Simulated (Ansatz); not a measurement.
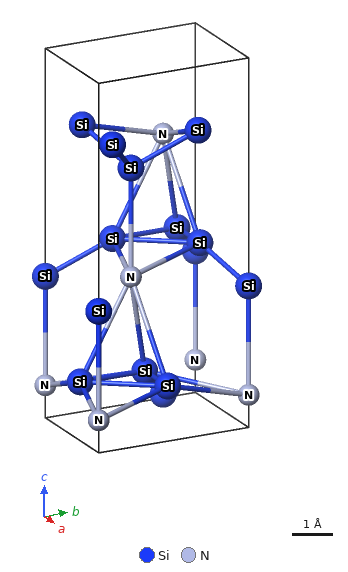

Starting structure of a crystal of Si₄N (a generated structure, set up in R3m) (coarse preliminary run). The picture is a ball-and-stick view of the conventional cell (3 times the calculation's cell), seen slightly off an axis. Lengths and directions refer to the drawn axes.

Method: DFT PBE, scalar-relativistic, plane waves, PAW (Ansatz 0.2.0).

The input:
```yaml
crystal:
  lattice:
    - [2.64623063, 1.52780197, 3.14017075]
    - [-2.64623063, 1.52780197, 3.14017075]
    - [0.0, -3.05560394, 3.14017075]
  atoms:
    - { symbol: Si, position: [0.66713063, 0.09703224, 0.66713063] }
    - { symbol: Si, position: [0.66713063, 0.66713063, 0.09703224] }
    - { symbol: Si, position: [0.09703224, 0.66713063, 0.66713063] }
    - { symbol: Si, position: [0.38294584, 0.38294584, 0.38294584] }
    - { symbol: "N", position: [0.08825552, 0.08825552, 0.08825552] }
basis:
  ecutwfc: 420
kpoints:
  mp_grid: { grid: [6, 6, 6] }
hamiltonian:
  xc: pbe
scf:
  occupations: { method: gaussian, width: 0.1 }
  lower_state_search: "off"
output:
  forces: true
  stress: true
  eigenvalues: true
relax:
  adjacent_minimum: "off"
  f_tol: 0.04
  max_steps: 70
  cell: { stress_tol: 0.4 }
```

Run as
```bash
ansatz run input.yaml --threads 1 --pin off --max-ram 2560MiB --backend cpu --events-out ev --progress --plain --runs-dir out
```

Where does the relaxation end?

The atom that moves furthest relative to the cell is N5 (0.52 Å along −c). By element the largest moves are N 0.52 Å, Si 0.32 Å. The volume changes by −8.7 %, with a = b 5.292 → 6.697 Å (+26.5 %), c 9.421 → 5.372 Å (−43.0 %). Some distances before and after: Si1–Si4 5.551 → 3.026 Å, Si1–N5 2.928 → 1.880 Å, Si4–N5 2.776 → 1.778 Å, Si1–Si2 3.512 → 2.655 Å. The space group stays R3m (No. 160). Over 20 accepted moves (23 points after the start) the energy falls by 1854 meV per atom. The largest force component goes from 10 to 0.0084 eV/Å. The pressure goes from 26.76 to 0.08 GPa. The line search rejected the trial step at point 4 of the run. At 2 points the geometry stayed and the basis and grid were re-selected for the new cell (energy shift of 42.6 meV per atom at most each time). The run took 2.5 min on 1 thread of Intel(R) Xeon(R) Processor @ 2.70GHz, on a shared host, peak memory 0.39 GiB.

History of the run:

```
step  E − E(0), meV/atom  largest force component, eV/Å  pressure, GPa  volume, Å³/atom                      note
   0                0.00                        10.2198          26.76           15.235                          
   1             -528.48                         4.9900           8.17           15.839                          
   2             -765.10                         3.8359           1.75           15.586                          
   3             -999.58                         2.4601          -0.49           15.286                          
   4             -884.23                        10.6398          11.82           14.953                  rejected
   5            -1057.45                         1.7217          -0.05           15.022                          
   6            -1098.20                         0.7726           1.28           14.799                          
   7            -1130.99                         1.2543           2.27           14.327                          
   8            -1208.87                         1.5316           2.15           13.814                          
   9            -1299.00                         2.1580           4.83           13.300                          
  10            -1395.03                         2.3006           8.73           12.896                          
  11            -1499.83                         1.4430           7.81           13.242                          
  12            -1597.88                         2.0533           4.07           13.717                          
  13            -1715.77                         3.5157           7.46           13.261                          
  14            -1773.02                         0.8463           2.40           13.463                          
  15            -1777.29                         0.3810          -6.62           14.347                          
  16            -1801.76                         0.2607          -0.94           13.719                          
  17            -1805.51                         0.3031           0.04           13.630                          
  18            -1806.13                         0.0753          -0.10           13.625                          
  19            -1806.18                         0.0037           0.01           13.610                          
  20            -1848.78                         0.0297           2.35           13.610  same geometry, new basis
  21            -1853.99                         0.0485          -0.01           13.908                          
  22            -1854.06                         0.0079           0.03           13.908                          
  23            -1854.45                         0.0084           0.08           13.908  same geometry, new basis
```

The structure at the end:

```
CELL_PARAMETERS angstrom
3.34840 1.93320 1.79050
-3.34840 1.93320 1.79050
0.00000 -3.86640 1.79050
ATOMIC_POSITIONS crystal
Si 0.71211 0.16412 0.71211
Si 0.71211 0.71211 0.16412
Si 0.16412 0.71211 0.71211
Si 0.32257 0.32257 0.32257
N 0.99159 0.99159 0.99159
```

After the run, drawn alike:

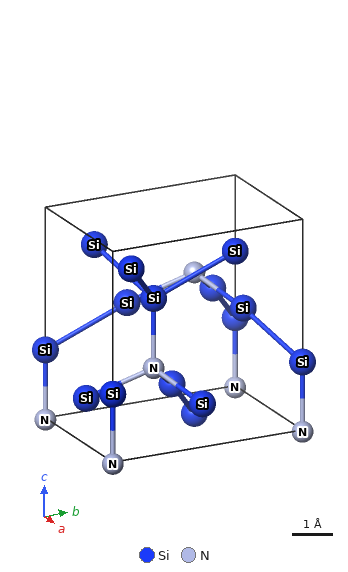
